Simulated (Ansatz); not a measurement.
Consider KCl.

Input file:

```
crystal:
  lattice:
    - [0.0, 3.1561, 3.1561]
    - [3.1561, 0.0, 3.1561]
    - [3.1561, 3.1561, 0.0]
  atoms:
    - { symbol: K, position: [-0.0950540224, 0.0, 0.0] }
    - { symbol: Cl, position: [0.5, 0.5, 0.5] }
basis:
  ecutwfc: 420
kpoints:
  mp_grid: { grid: [6, 6, 6] }
hamiltonian:
  xc: pbe
scf:
  occupations: { method: gaussian, width: 0.05 }
output:
  forces: true
  stress: true
  eigenvalues: true
  write_density: true
  write_potential: true
  elf: true
  volumetric_format: npy
```

Command:

```sh
ansatz run input.yaml --threads 1 --pin off --max-ram 2560MiB --backend cpu --events-out ev --progress --plain --runs-dir out
```

Below, planes, directions and counts refer to the conventional cell (a = 4.46 Å, b = 6.31 Å, c = 4.46 Å, α = 90.00°, β = 90.00°, γ = 90.00°).

Space group Imm2; changed on purpose from its base cell (atom 1 (K) moved by (-0.300, -0.300) A along y and z); not relaxed (largest force 0.6 eV/Å).

Method: DFT PBE, scalar-relativistic, plane waves, PAW in Ansatz 0.2.0.

**What can the converged valence pseudo-density and electron localisation function tell about the bonding?**

K–Cl (2.87 Å): the density is about 0.16 e/Å³ at the midpoint; the ELF peaks at about 0.85 in the valence shell of Cl, 0.8 Å from its nucleus, and drops to about 0.05 between the two atoms (a closed-shell, largely ionic contact).

**Metal or insulator at this level of theory?**

It is gapped, with a Kohn–Sham gap of 5.2 eV on the k-point mesh (the band edges may lie off the mesh, which would make the gap smaller).

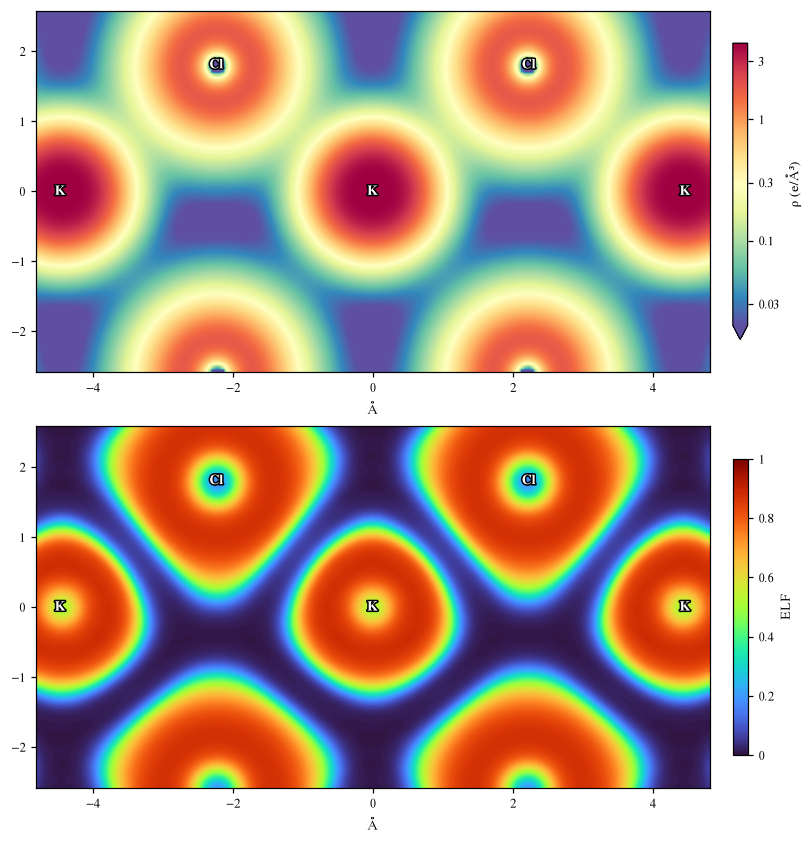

Computed valence pseudo-density and electron localisation function on the (010) plane of the conventional cell, in this order. 

The density is the valence pseudo-density of a PAW calculation; it isn't the true density close to the nuclei.
